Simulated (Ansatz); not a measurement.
## Electronic structure of SiO2 in real space

```xyz
12
Lattice="4.5802 0.0000 0.0000 0.0000 4.5802 0.0000 0.0000 0.0000 4.5802" Properties=species:S:1:pos:R:3 pbc="T T T"
Si    0.0000    0.0000    0.0000
Si    2.2901    2.2901    0.0000
Si    2.2901    0.0000    2.2901
Si    0.0000    2.2901    2.2901
O     1.1451    1.1451    1.1451
O     3.4352    3.4352    1.1451
O     3.4352    1.1451    3.4352
O     1.1451    3.4352    3.4352
O     3.4352    1.1451    1.1451
O     1.1451    3.4352    1.1451
O     1.1451    1.1451    3.4352
O     3.4352    3.4352    3.4352
```

Space group Fm-3m; a structure from a database of computed crystals, not necessarily the ambient phase.

All numbers below come from DFT PBE, scalar-relativistic, plane waves, PAW (Ansatz).

In a PAW calculation such maps are meaningful between the atoms, not at the nuclei.

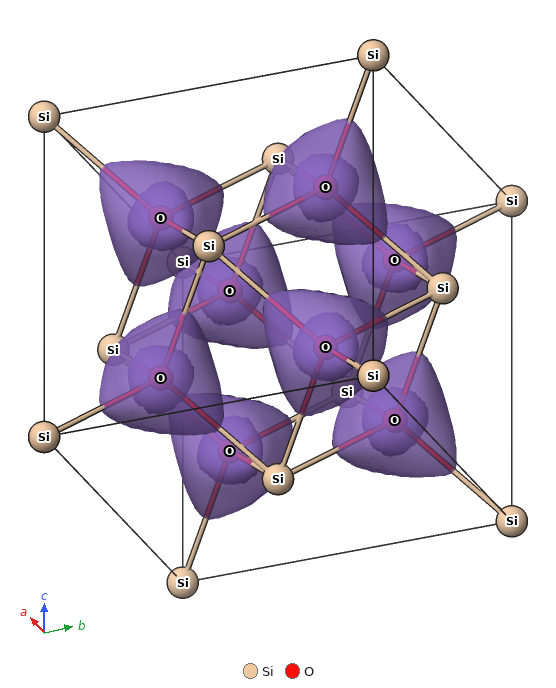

Figure 1. Isosurface of the ELF at 0.75 (purple), seen at an oblique angle. Core shells and regions of very low density are left out. Sticks mark near contacts.

Q: Where are the electrons localised?

A: The ELF exceeds this value in eight regions on O in which the atom's valence shell and bonds are merged, counted in one cell of 12 atoms. Any copies at cell faces, edges or corners count once. Along the contacts the grid gives the following. Si–O (1.98 Å): the ELF peaks at about 0.85 between the atoms.

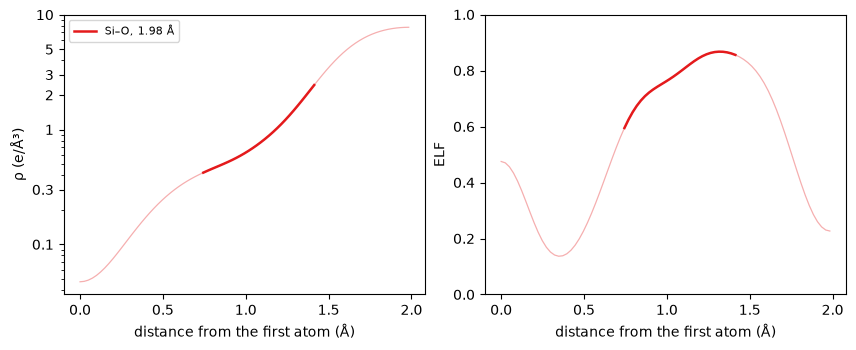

Figure 2. Valence electron density and ELF along straight lines between neighbouring atoms. Thin, pale parts lie inside the atomic spheres.

Q: What can be read from the curves?

A: Si–O (1.98 Å): ρ at the midpoint is about 0.62 e/Å³; the ELF peaks at about 0.85 between the atoms.

Q: Metal or insulator at this level of theory?

A: It is gapped, with a Kohn–Sham gap of 1.8 eV on the k-point mesh, an upper bound to the gap of this method.
